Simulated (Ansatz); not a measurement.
Run report: Si, nudged elastic band (part 3 of 3)

The same run, continued: Si (defect cell, 17 atoms in the cell); DFT r2SCAN, scalar-relativistic, plane waves, PAW, PAW set soft_1, no spin polarisation (Ansatz 0.2.0); cutoff 500 eV, 2×2×2 k-mesh, Fermi–Dirac smearing of 0.02 eV. It belongs to a series of runs on one base structure; here: band between the two ends.

Geometry of the input (Å; fractional positions):
```
0.0000  5.4300  5.4300
5.4300  0.0000  5.4300
5.4300  5.4300  0.0000
Si 0.0023  -0.0057  0.0022
Si 0.1286  0.1214  0.1286
Si -0.0010  -0.0001  0.5012
Si 0.1281  0.1221  0.6223
Si 0.0023  0.5012  0.0022
Si 0.1248  0.6252  0.1248
Si 0.0023  0.5018  0.4940
Si 0.1281  0.6274  0.6224
Si 0.5013  -0.0001  -0.0010
Si 0.6224  0.1221  0.1281
Si 0.5009  -0.0000  0.5008
Si 0.6254  0.1246  0.6253
Si 0.4940  0.5019  0.0022
Si 0.6224  0.6274  0.1281
Si 0.5009  0.4984  0.5008
Si 0.6225  0.6275  0.6225
Si 0.8750  0.3750  0.8750
```

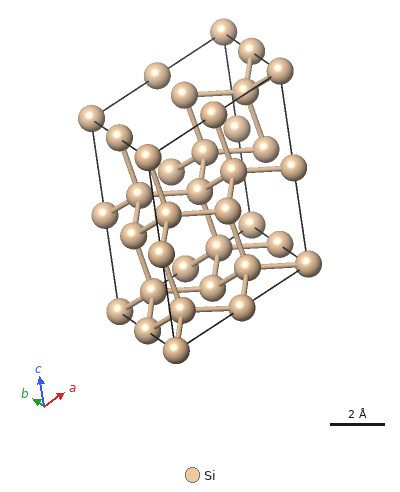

The starting structure (ball-and-stick view of the cell of the calculation, seen slightly off an axis). An atom can appear more than once, as a periodic image.

### Output, continued
```
  k-point 1: bands = ["-6.1188", "-5.1927", "-3.7719", "-3.6017", "-3.3279", "-3.1009", "-3.0606", "-3.0117", "-1.0804", "-0.5332", "-0.1653", "-0.1208", "-0.0473", "0.0344", "1.1774", "2.1242", "2.2532", "2.3885", "2.5242", "2.9008", "2.9312", "2.9425", "3.8240", "3.8530", "4.1323", "4.2009", "4.2849", "4.4043", "5.3848", "5.5762", "5.7154", "5.7234", "6.1736", "7.1721", "7.3923", "8.1077", "8.3321", "8.3965", "8.7994", "8.8377", "9.5019", "9.7819", "9.8873", "10.1800", "10.2246", "10.5968", "10.9170", "10.9695", "11.1963", "11.4999", "11.7478"]
  k-point 2: bands = ["-6.1790", "-5.0734", "-3.6089", "-3.5505", "-3.5434", "-3.0928", "-3.0432", "-3.0309", "-1.5147", "-0.3854", "-0.2068", "-0.0950", "-0.0495", "-0.0095", "1.6841", "2.2768", "2.5056", "2.5090", "2.5555", "2.8331", "2.8401", "2.8576", "3.4480", "3.4559", "4.2329", "4.2585", "4.3961", "4.4628", "5.5296", "5.5965", "5.7570", "5.7785", "5.7955", "7.0668", "7.6459", "7.8957", "8.4979", "8.5423", "8.6582", "8.9103", "8.9373", "8.9783", "9.4774", "10.4201", "10.4331", "10.7594", "11.2124", "11.2864", "11.4878", "11.5069", "11.7555"]
  k-point 7: bands = ["-6.1180", "-5.1945", "-3.7722", "-3.5999", "-3.3289", "-3.0995", "-3.0613", "-3.0117", "-1.0767", "-0.5351", "-0.1655", "-0.1243", "-0.0440", "0.0337", "1.1752", "2.1191", "2.2525", "2.3890", "2.5290", "2.9012", "2.9316", "2.9427", "3.8257", "3.8536", "4.1323", "4.1997", "4.2840", "4.4020", "5.3921", "5.5764", "5.7121", "5.7230", "6.1710", "7.1824", "7.3879", "8.1076", "8.3290", "8.3959", "8.8014", "8.8382", "9.5062", "9.7836", "9.8874", "10.1754", "10.2227", "10.5974", "10.9107", "10.9710", "11.1966", "11.4999", "11.7447"]
this run last wrote the band of iteration 10 to [file]; this run last wrote the band within `neb.f_tol` of iteration 9 to [file]
--- NEB band (7 images, 10 band iterations, 525 SCF iterations) ---
  forward barrier  = 0.312777 eV
  backward barrier = 0.312759 eV
  lagrangian_above_aufbau_ev (what the smearing adds, to first order; not taken off the barriers): saddle image -0.010829 eV, end points -0.009325 and -0.009511 eV
  climbing image's point = of a kind that is not told: the force calls were inconclusive, a negative curvature could not be distinguished from the path's own, the only one lies far off the path, or fixed occupations may fill a level only in part (lowest curvatures found: -2.48 and 0.53 eV/Å²)
  energies are F+E_penalty+E_count in eV, relative to image 0
  image     s (Å)  Δ vs image 0  max|band force component| (eV/Å)
      0    0.0000      0.000000                                 —
      1    0.4324      0.084165                          2.563e-2
  *   2    0.8742      0.312777                          1.469e-2
      3    1.4213      0.289559                          3.846e-3
      4    1.9681      0.287593                          4.818e-3
      5    2.5147      0.129535                          1.202e-3
      6    3.0612      0.000018                                 —
  climbing-image geometry (image 2):
  cell:  # Å, volume = 320.2060 Å³
    - [0.0, 5.43, 5.43]
    - [5.43, 0.0, 5.43]
    - [5.43, 5.43, 0.0]
  atoms:
    - { symbol: Si, position: [-0.018045815787799013, 0.053856108679568304, -0.01760541583745381] }
    - { symbol: Si, position: [0.13134479100315638, 0.12791252177156065, 0.1288908141749078] }
    - { symbol: Si, position: [0.0038656838465888103, -0.005541396025297571, 0.5010799103559773] }
    - { symbol: Si, position: [0.13118031928256224, 0.12798198618045975, 0.6124272144403495] }
    - { symbol: Si, position: [0.019584330682147044, 0.5027720234871818, 0.005327492808267054] }
    - { symbol: Si, position: [0.109516136489475, 0.6748961263183723, 0.10827450205606798] }
    - { symbol: Si, position: [0.018791757296559686, 0.5029013170815949, 0.4734632713088838] }
    - { symbol: Si, position: [0.13523687578327742, 0.6218817951076085, 0.621730036710277] }
    - { symbol: Si, position: [0.5023118733141794, -0.010182524335995952, 0.0034649512135569993] }
    - { symbol: Si, position: [0.612891291059921, 0.11935004293069587, 0.1340487421062334] }
    - { symbol: Si, position: [0.5022061465605895, -0.010142115964425047, 0.504814533115078] }
    - { symbol: Si, position: [0.6311850123984384, 0.10718139762775997, 0.6309865667158656] }
    - { symbol: Si, position: [0.46886161841353907, 0.4913192575489918, 0.019699724128631357] }
    - { symbol: Si, position: [0.6244773013161278, 0.6188768931042001, 0.13179741977130033] }
    - { symbol: Si, position: [0.5072279510166574, 0.4804091328501229, 0.5063123522929122] }
    - { symbol: Si, position: [0.6244159218502816, 0.6188266454358322, 0.6252981804450494] }
    - { symbol: Si, position: [0.8331688254742994, 0.47389322820177016, 0.8471858375274308] }
```

### The last band as extended XYZ (Å, eV, eV/Å)
```
17
Lattice="0.0000 5.4300 5.4300 5.4300 0.0000 5.4300 5.4300 5.4300 0.0000" Properties=species:S:1:pos:R:3:forces:R:3 image=0 energy=-10859.47315
Si   -0.0187    0.0244   -0.0183   -0.0071   0.0041  -0.0073
Si    1.3573    1.3968    1.3576   -0.0009  -0.0137   0.0005
Si    2.7210    2.7162   -0.0061   -0.0051  -0.0137   0.0056
Si    4.0422    4.0751    1.3587    0.0015   0.0141   0.0009
Si    2.7334    0.0246    2.7337    0.0071   0.0038   0.0069
Si    4.0725    1.3557    4.0726    0.0000   0.0014  -0.0001
Si    5.4076    2.6949    2.7373    0.0018   0.0019  -0.0018
Si    6.7862    4.0752    4.1027   -0.0013   0.0141  -0.0013
Si   -0.0064    2.7164    2.7213    0.0058  -0.0152  -0.0053
Si    1.3585    4.0751    4.0427   -0.0004   0.0140   0.0012
Si    2.7191    5.4389    2.7196    0.0115  -0.0087   0.0098
Si    4.0723    6.7915    4.0726    0.0003  -0.0045  -0.0002
Si    2.7372    2.6947    5.4077   -0.0023   0.0025   0.0023
Si    4.1022    4.0751    6.7865   -0.0010   0.0140   0.0001
Si    5.4253    5.4388    5.4258   -0.0097  -0.0083  -0.0114
Si    6.7874    6.7600    6.7875   -0.0008   0.0008   0.0005
Si    6.7874    9.5027    6.7877    0.0004  -0.0066  -0.0003
17
Lattice="0.0000 5.4300 5.4300 5.4300 0.0000 5.4300 5.4300 5.4300 0.0000" Properties=species:S:1:pos:R:3:forces:R:3 image=1 energy=-10859.38899
Si    0.1000   -0.0966    0.0978   -0.0772   0.0771  -0.0772
Si    1.3796    1.3958    1.3884   -0.0019  -0.0282  -0.0031
Si    2.6966    2.7366    0.0022    0.0177  -0.0183   0.0234
Si    4.0385    4.0526    1.3881    0.0274   0.0026  -0.0033
Si    2.7629    0.0643    2.7853    0.0175  -0.0795  -0.0313
Si    4.1882    1.2471    4.1815   -0.0466   0.0461  -0.0604
Si    5.3715    2.6696    2.7831    0.0772  -0.0141  -0.0282
Si    6.7610    4.1019    4.1208    0.0202  -0.0196   0.0185
Si   -0.0195    2.7386    2.6860    0.0290  -0.0197   0.0273
Si    1.3698    4.0621    4.0125    0.0055  -0.0050   0.0454
Si    2.6942    5.4507    2.6855    0.0190  -0.0290   0.0271
Si    4.0233    6.8385    4.0279    0.0257  -0.0256   0.0284
Si    2.7635    2.6665    5.3353    0.0073  -0.0003   0.1211
Si    4.0962    4.1025    6.7551    0.0302  -0.0181   0.0168
Si    5.3743    5.4872    5.3814    0.0279  -0.0270   0.0291
Si    6.7598    6.7650    6.7546    0.0188  -0.0308   0.0175
Si    6.9524    9.3444    6.9323   -0.1977   0.1894  -0.1512
17
Lattice="0.0000 5.4300 5.4300 5.4300 0.0000 5.4300 5.4300 5.4300 0.0000" Properties=species:S:1:pos:R:3:forces:R:3 image=2 energy=-10859.16037
Si    0.1968   -0.1936    0.1945    0.0035  -0.0032   0.0016
Si    1.3944    1.4131    1.4078    0.0006   0.0010  -0.0010
Si    2.6908    2.7419   -0.0091   -0.0012   0.0012  -0.0048
Si    4.0204    4.0378    1.4073   -0.0006  -0.0005  -0.0006
Si    2.7590    0.1353    2.8364    0.0145   0.0082   0.0076
Si    4.2526    1.1826    4.2594   -0.0041   0.0047  -0.0089
Si    5.3017    2.6729    2.8328   -0.0104  -0.0123   0.0103
Si    6.7528    4.1103    4.1112    0.0036  -0.0033  -0.0055
Si   -0.0365    2.7464    2.6723   -0.0024  -0.0021   0.0004
Si    1.3760    4.0559    3.9761   -0.0007   0.0008  -0.0017
Si    2.6861    5.4681    2.6719    0.0018   0.0023   0.0003
Si    4.0083    6.8536    4.0093    0.0009  -0.0005   0.0031
Si    2.7748    2.6529    5.2138    0.0076  -0.0039  -0.0081
Si    4.0762    4.1066    6.7514   -0.0038   0.0064   0.0063
Si    5.3579    5.5035    5.3629   -0.0018   0.0025   0.0004
Si    6.7556    6.7859    6.7508   -0.0044   0.0052   0.0060
Si    7.1735    9.1243    7.0973   -0.0032  -0.0067  -0.0055
17
Lattice="0.0000 5.4300 5.4300 5.4300 0.0000 5.4300 5.4300 5.4300 0.0000" Properties=species:S:1:pos:R:3:forces:R:3 image=3 energy=-10859.18359
Si    0.1682   -0.1657    0.1685    0.0008  -0.0014   0.0010
Si    1.4000    1.3879    1.4002    0.0005   0.0004   0.0001
Si    2.6756    2.7573    0.0100    0.0002   0.0001   0.0005
Si    4.0452    4.0319    1.4008   -0.0001   0.0001   0.0000
Si    2.7826    0.1183    2.7815   -0.0031  -0.0038  -0.0005
Si    4.2353    1.1981    4.2356    0.0017   0.0001   0.0028
Si    5.3171    2.6491    2.7802   -0.0002   0.0038   0.0044
Si    6.7329    4.1319    4.1572   -0.0030  -0.0019   0.0009
Si    0.0102    2.7572    2.6763   -0.0005   0.0000  -0.0008
Si    1.4011    4.0315    4.0464   -0.0007   0.0006  -0.0008
Si    2.6762    5.4221    2.6769    0.0003  -0.0002  -0.0015
Si    3.9392    6.9239    3.9393    0.0004  -0.0005   0.0020
Si    2.7809    2.6496    5.3189    0.0026   0.0015  -0.0027
Si    4.1573    4.1316    6.7333    0.0015  -0.0004  -0.0015
Si    5.2952    5.5669    5.2955    0.0007  -0.0028   0.0015
Si    6.7319    6.7033    6.7321    0.0011   0.0026   0.0025
Si    7.4196    8.8736    7.4212   -0.0023   0.0017  -0.0077
17
Lattice="0.0000 5.4300 5.4300 5.4300 0.0000 5.4300 5.4300 5.4300 0.0000" Properties=species:S:1:pos:R:3:forces:R:3 image=4 energy=-10859.18556
Si    0.1016   -0.0991    0.1022    0.0046  -0.0044   0.0048
Si    1.4077    1.3321    1.4079    0.0005   0.0026   0.0001
Si    2.6780    2.7546    0.0731    0.0006  -0.0008  -0.0020
Si    4.1003    4.0251    1.4080   -0.0022  -0.0004   0.0001
Si    2.7668    0.0259    2.7678    0.0040   0.0058   0.0016
Si    4.1788    1.2538    4.1790    0.0039  -0.0034   0.0039
Si    5.4068    2.6656    2.7677   -0.0054  -0.0031   0.0017
Si    6.7175    4.1444    4.2409    0.0048  -0.0030  -0.0093
Si    0.0732    2.7545    2.6785   -0.0031  -0.0004   0.0000
Si    1.4076    4.0253    4.1007    0.0005  -0.0006  -0.0023
Si    2.6780    5.3600    2.6783    0.0006   0.0025   0.0003
Si    3.8518    7.0110    3.8520    0.0085  -0.0088   0.0093
Si    2.7670    2.6654    5.4067    0.0029  -0.0027  -0.0055
Si    4.2407    4.1442    6.7184   -0.0067  -0.0006   0.0029
Si    5.2349    5.6276    5.2356    0.0032  -0.0025   0.0033
Si    6.7178    6.6226    6.7186    0.0025   0.0069   0.0023
Si    7.6677    8.6260    7.6670   -0.0191   0.0129  -0.0112
17
Lattice="0.0000 5.4300 5.4300 5.4300 0.0000 5.4300 5.4300 5.4300 0.0000" Properties=species:S:1:pos:R:3:forces:R:3 image=5 energy=-10859.34362
Si    0.0690   -0.0666    0.0695   -0.0426   0.0425  -0.0425
Si    1.3923    1.3468    1.3926   -0.0268   0.0263  -0.0269
Si    2.6904    2.7419    0.0478   -0.0010   0.0014  -0.0356
Si    4.0854    4.0403    1.3926   -0.0263   0.0268  -0.0267
Si    2.7567    0.0389    2.7571   -0.0217   0.0248  -0.0221
Si    4.1467    1.2858    4.1470   -0.0425   0.0423  -0.0426
Si    5.3935    2.6759    2.7571   -0.0253   0.0220  -0.0223
Si    6.7268    4.1353    4.1562   -0.0034   0.0043  -0.0911
Si    0.0477    2.7419    2.6909   -0.0360   0.0012  -0.0013
Si    1.3923    4.0404    4.0860   -0.0268   0.0268  -0.0266
Si    2.6904    5.3853    2.6909   -0.0008   0.0357  -0.0013
Si    3.9486    6.9141    3.9489    0.0774  -0.0777   0.0778
Si    2.7568    2.6758    5.3938   -0.0219   0.0221  -0.0245
Si    4.1561    4.1352    6.7273   -0.0916   0.0044  -0.0034
Si    5.2984    5.5644    5.2988    0.0467  -0.0463   0.0460
Si    6.7271    6.7071    6.7275   -0.0036   0.0912  -0.0035
Si    7.9462    8.3470    7.9464    0.2462  -0.2479   0.2465
17
Lattice="0.0000 5.4300 5.4300 5.4300 0.0000 5.4300 5.4300 5.4300 0.0000" Properties=species:S:1:pos:R:3:forces:R:3 image=6 energy=-10859.47313
Si    0.0000    0.0003    0.0001    0.0002   0.0012   0.0004
Si    1.3530    1.3545    1.3533   -0.0164  -0.0161  -0.0165
Si    2.7144    2.7166    0.0324    0.0026   0.0001  -0.0149
Si    4.0765    4.0775    1.3543    0.0185   0.0154  -0.0193
Si    2.7150    0.0342    2.7155    0.0011  -0.0173   0.0004
Si    4.0770    1.3550    4.0772    0.0171  -0.0175   0.0166
Si    5.3985    2.7173    2.7166    0.0164  -0.0008  -0.0020
Si    6.7659    4.0967    4.0953    0.0032  -0.0013  -0.0029
Si    0.0320    2.7165    2.7148   -0.0147   0.0006   0.0024
Si    1.3541    4.0773    4.0766   -0.0196   0.0159   0.0184
Si    2.7157    5.3990    2.7159   -0.0004   0.0221  -0.0001
Si    4.0935    6.7683    4.0939    0.0018  -0.0009   0.0023
Si    2.7163    2.7171    5.3987   -0.0018  -0.0003   0.0172
Si    4.0946    4.0964    6.7664   -0.0025  -0.0003   0.0027
Si    5.4312    5.4344    5.4318    0.0006   0.0031   0.0012
Si    6.7686    6.7698    6.7689   -0.0072  -0.0063  -0.0068
Si    8.1462    8.1495    8.1468    0.0010   0.0023   0.0011
```

### Key numbers

- outcome: converged
- barrier, forward: 0.313 eV
- barrier, backward: 0.313 eV
- electrons treated: 68
- wall time: 24 min (CPU time 44 min)
- peak memory: 2.9 GiB

### Remarks

The k-point mesh is coarse for a cell of this size, so the results may not be converged.
